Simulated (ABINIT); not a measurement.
System: SnTe.

Input

```
# Datasets: ground state, then fixed potential
ndtset 2

# Pseudopotentials
pp_dirpath "./"
pseudos "Te.LDA_PW-JTH.xml, Sn.LDA_PW-JTH.xml"

# Structure
acell 8.4205719959 8.4205719959 8.4205719959
rprim
     0.0000000000     0.7071067812     0.7071067812
     0.7071067812     0.0000000000     0.7071067812
     0.7071067812     0.7071067812     0.0000000000
ntypat 2
znucl 52 50
natom 2
typat 1 2
xcart
     3.1508500000     3.1508500000     3.1508500000
     0.0000000000     0.0000000000     0.0000000000 Angstrom

# Plane-wave basis
ecut 26.0
pawecutdg 48.0

# Exchange and correlation
ixc -208012
usekden 1
pawxcdev 0

# Bands and occupations
occopt 3
tsmear 0.00183747

# SCF cycle
nstep 100
diemix 0.3
optforces 0
optstress 0

# Output
iomode 3
prtwf 0
prteig 0
prtebands 0
prtden1 1
prtkden1 1
prtvha1 1
prtvclmb1 1
prtpot1 1

# Dataset 1
kptopt1 1
ngkpt1 7 7 7
nshiftk1 1
shiftk1 0.0 0.0 0.0
nband1 14
tolvrs1 1.0e-7

# Dataset 2: bands along G-X-W-K-G-L-U-W-L-K
iscf2 -2
getden2 1
getkden2 1
nband2 20
nbdbuf2 4
tolwfr2 1.0e-11
kptopt2 -9
ndivsm2 6
prteig2 1
kptbounds2
     0.0000000000     0.0000000000     0.0000000000
     0.5000000000     0.0000000000     0.5000000000
     0.5000000000     0.2500000000     0.7500000000
     0.3750000000     0.3750000000     0.7500000000
     0.0000000000     0.0000000000     0.0000000000
     0.5000000000     0.5000000000     0.5000000000
     0.6250000000     0.2500000000     0.6250000000
     0.5000000000     0.2500000000     0.7500000000
     0.5000000000     0.5000000000     0.5000000000
     0.3750000000     0.3750000000     0.7500000000
```

Command:

```sh
abinit run.abi > log 2>&1
```

Below, planes, directions and counts refer to the conventional cell (a = 6.30 Å, b = 6.30 Å, c = 6.30 Å, α = 90.00°, β = 90.00°, γ = 90.00°).

Space group Fm-3m.

Method: Kohn-Sham DFT of a periodic cell, TB-mBJ, JTH PAW LDA v2.0 in ABINIT 10.8.3.

Question: What can the converged valence pseudo-density tell about the bonding?

Answer: Sn–Te (3.15 Å): ρ is about 0.23 e/Å³ halfway.

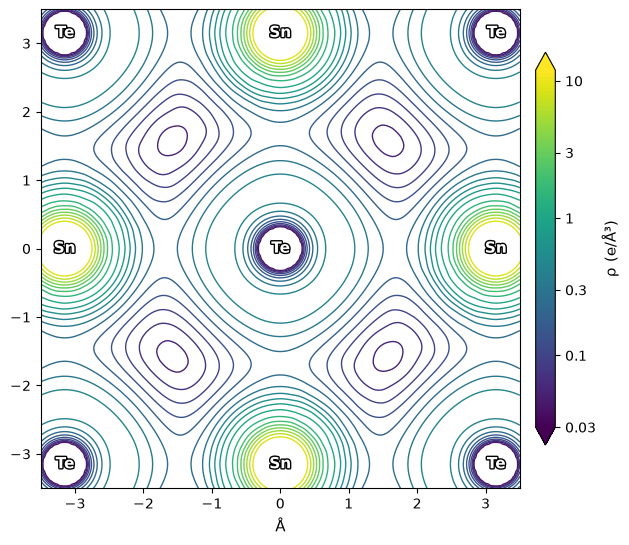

Computed valence pseudo-density on the (100) plane of the conventional cell. 

The density is the valence pseudo-density of a PAW calculation; it isn't the true density close to the nuclei.
